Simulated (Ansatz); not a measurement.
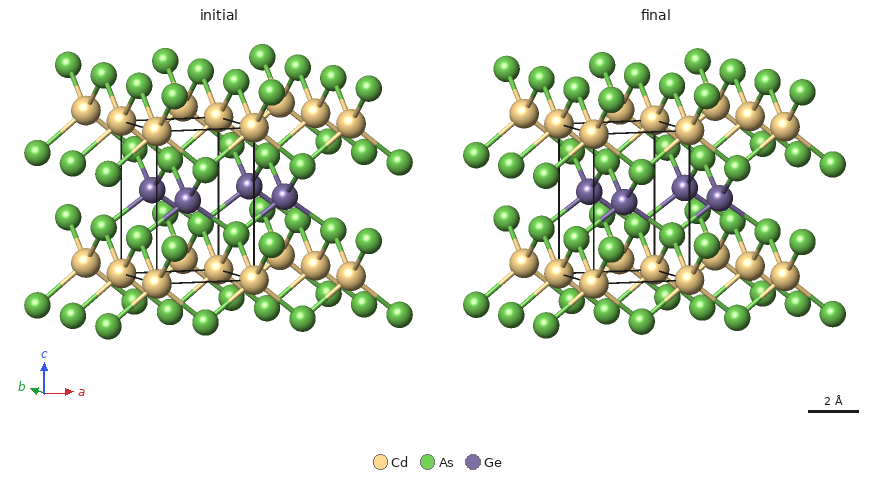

The structure of solid CdGeAs₂ (a generated structure, set up in P-4m2) before (left) and after (right) a relaxation, at one scale.

A ball-and-stick model of the cell of the calculation, repeated 2 × 2 × 1 with one cell outlined, seen from a free direction.

All numbers below come from Ansatz, DFT, PBEsol, plane waves, PAW. Settings: plane-wave cutoff 420 eV; k-point mesh 6 × 6 × 4; occupations fermi dirac; smearing width 0.02 eV; no spin polarisation; cell and atoms relaxed; force threshold 0.005 eV/Å.

What changed between the two?

Answer. Over 3 accepted moves (4 points after the start) the energy falls by 46.5 meV per cell of the calculation. The largest force component goes from 0.048 to 0.0022 eV/Å. The pressure goes from −2.69 to −0.02 GPa. The SCF was repeated once at an unchanged geometry on a basis and grid sized afresh for the cell, which shifted the energy by 0.8 meV per cell of the calculation at most. The largest moves relative to the cell, 0.006 Å, are those of As atoms. Ge and Cd stay in place. The drawn cell changes as follows: a = b 4.146 → 4.081 Å (−1.6 %), c 6.151 → 6.039 Å (−1.8 %); the volume changes by −4.9 %. Near-neighbour distances that change, for instance: As–Cd 2.640 → 2.592 Å, As–Ge 2.525 → 2.487 Å. The space group stays P-4m2 (No. 115).
